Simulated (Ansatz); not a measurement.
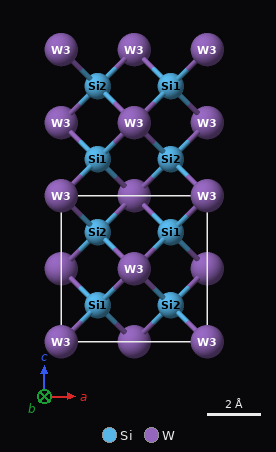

This is the input geometry for a relaxation of solid Si₂W (a generated structure, set up in Fm-3m) (coarse preliminary run). Style: ball-and-stick. Shown: the conventional cell (4 times the calculation's cell), repeated 1 × 1 × 2 with one cell outlined, along the b axis. Lengths and directions refer to the drawn axes.

The calculation used DFT PBE, scalar-relativistic, plane waves, PAW in Ansatz.

Input file:
```yaml
crystal:
  lattice:
    - [0.0, 2.80459659, 2.80459659]
    - [2.80459659, 0.0, 2.80459659]
    - [2.80459659, 2.80459659, 0.0]
  atoms:
    - { symbol: Si, position: [0.25, 0.25, 0.25] }
    - { symbol: Si, position: [0.75, 0.75, 0.75] }
    - { symbol: W, position: [0.0, 0.0, 0.0] }
basis:
  ecutwfc: 420
kpoints:
  mp_grid: { grid: [6, 6, 6] }
hamiltonian:
  xc: pbe
scf:
  occupations: { method: gaussian, width: 0.1 }
  lower_state_search: "off"
output:
  forces: true
  stress: true
  eigenvalues: true
relax:
  adjacent_minimum: "off"
  f_tol: 0.04
  max_steps: 70
  cell: { stress_tol: 0.4 }
```

Command:
```bash
ansatz run input.yaml --threads 1 --pin off --max-ram 2048MiB --backend cpu --events-out ev --progress --plain --runs-dir out
```

What does the optimiser find from here?

Answer. No atom moves by more than 0.005 Å relative to the cell. Cell: a = b = c 5.609 → 5.894 Å (+5.1 %). Volume +16.0 %. Near-neighbour distances that change, for instance: Si1–W3 2.429 → 2.552 Å. The space group stays Fm-3m (No. 225). After 2 accepted moves (3 points after the start) the energy has fallen by 0.554 eV per cell of the calculation. All forces vanish by symmetry, so only the cell relaxes. Pressure: 27.85 GPa at the start and 0.24 GPa at the end. The SCF was repeated once at an unchanged geometry on a basis and grid sized afresh for the cell, which shifted the energy by 2.8 meV per cell of the calculation at most. Cost: 2.5 s on 1 thread of Intel(R) Xeon(R) 6975P-C (Granite Rapids) (shared host), peak memory 0.37 GiB.

History of the run:

```json
{"step": "0", "E − E(0), meV/atom": "0.00", "pressure, GPa": "27.85", "volume, Å³/atom": "14.707", "note": ""}
{"step": "1", "E − E(0), meV/atom": "-183.34", "pressure, GPa": "1.27", "volume, Å³/atom": "16.940", "note": ""}
{"step": "2", "E − E(0), meV/atom": "-183.88", "pressure, GPa": "0.20", "volume, Å³/atom": "17.064", "note": ""}
{"step": "3", "E − E(0), meV/atom": "-184.82", "pressure, GPa": "0.24", "volume, Å³/atom": "17.064", "note": "same geometry, new basis"}
```

Final geometry:

```
Si W
1.0
     0.00000    2.94709    2.94709
     2.94709    0.00000    2.94709
     2.94709    2.94709    0.00000
Si W
2 1
Direct
  0.25000 0.25000 0.25000
  0.75000 0.75000 0.75000
  0.00000 0.00000 0.00000
```

The end point in the same view:

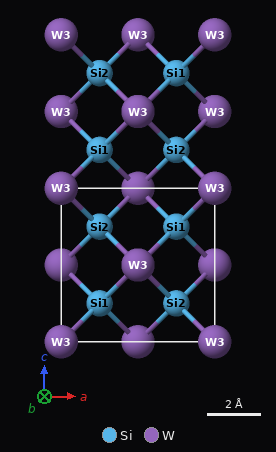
